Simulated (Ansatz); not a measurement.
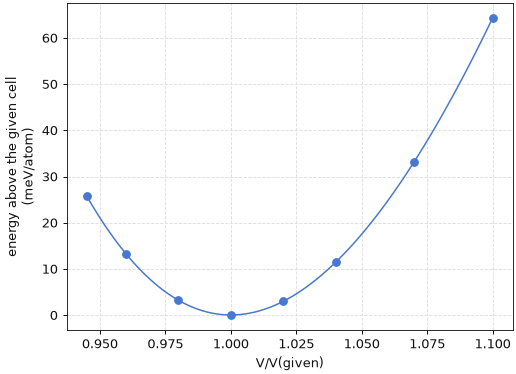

The figure shows the energy above the given cell against V/V(given) for KTaO₃, space group Pm-3m (No. 221) (cell built by us, not taken from a database).

The given structure:
```cif
data_structure
_symmetry_space_group_name_H-M 'P 1'
_symmetry_Int_Tables_number 1
_cell_length_a 4.0244
_cell_length_b 4.0244
_cell_length_c 4.0244
_cell_angle_alpha 90.000
_cell_angle_beta 90.000
_cell_angle_gamma 90.000
_cell_volume 65.18
loop_
_atom_site_label
_atom_site_type_symbol
_atom_site_fract_x
_atom_site_fract_y
_atom_site_fract_z
_atom_site_occupancy
K1 K 0.00000 0.00000 0.00000 1
Ta1 Ta 0.50000 0.50000 0.50000 1
O1 O 0.00000 0.50000 0.50000 1
O2 O 0.50000 0.50000 0.00000 1
O3 O 0.50000 0.00000 0.50000 1
```

Calculation (Ansatz 0.2.0): plane-wave density functional theory, PAW datasets, Gaussian smearing 0.05 eV: equation of state, the given cell scaled in volume with shape and atoms relaxed at each volume; third-order Birch-Murnaghan fit. Level: PBE, no spin polarisation.

- PAW set: soft_2
- wave cutoff: 420 eV
- k mesh: 8×8×8
- symmetry use: detected

V(given) is 13.04 Å³/atom.

From this curve and the settings, what does the calculation give for the pressure and gap on the k mesh at the same points?

The pressure falls from 12.1 GPa at V/V(given) 0.945 to −14.5 GPa at 1.100, and changes sign near 1.000. The gap on the k mesh stays open and runs from 2.289 eV at V/V(given) 0.945 to 1.932 eV at 1.100.

```
V/V(given)  pressure (GPa)  gap on the k mesh (eV)
     0.945            12.1                   2.289
     0.960             8.4                   2.254
     0.980             4.0                   2.207
     1.000             0.0                   2.161
     1.020            -3.6                   2.115
     1.040            -6.8                   2.068
     1.070           -10.9                   2.000
     1.100           -14.5                   1.932
```
